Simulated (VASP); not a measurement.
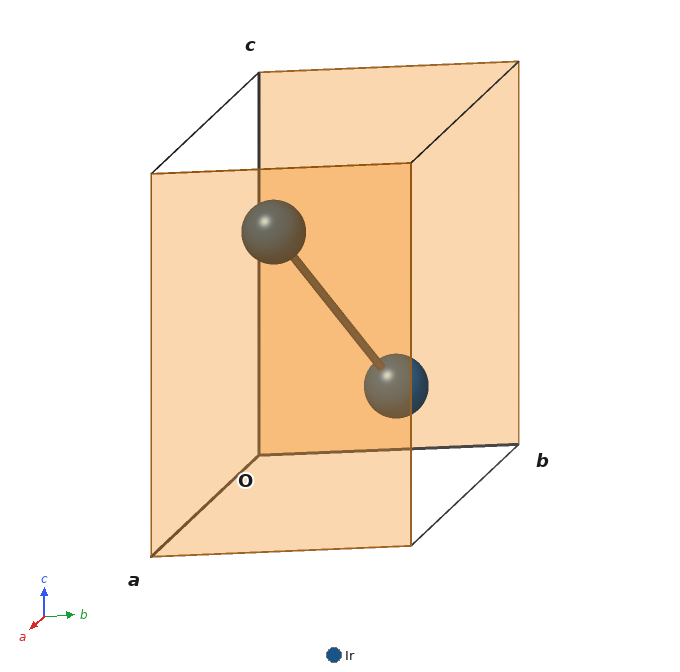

For Ir, a cell listed in the Materials Project, as set up for an electronic-structure calculation: every member of one family of equally spaced planes, hx + ky + lz = a whole number, that cuts the unit cell is shaded (one member passes through the origin O). The drawing is computed from the coordinates (standard cell, symmetry found to 0.002 Å).

a = 2.751 Å, b = 2.751 Å, c = 4.462 Å, α = 90.00°, β = 90.00°, γ = 120.00°.

Which (hkl) family is drawn?

Answer. (1 0 0), in four indices (1 0 −1 0); the opposite sign names the same planes. The member next to the origin meets the axes a at 1, b never, c never.

What is the spacing?

Answer. d = 2.383 Å.

Which atoms of the cell lie in these planes (within 0.03 Å)?

Answer. No atom.

The space group is No. 194, P6_3/mmc. How many reflections hkl are equivalent to this one (itself included), and does it occur?

Answer. 6 reflections are equivalent in the Laue class 6/mmm. The space group allows the reflection.
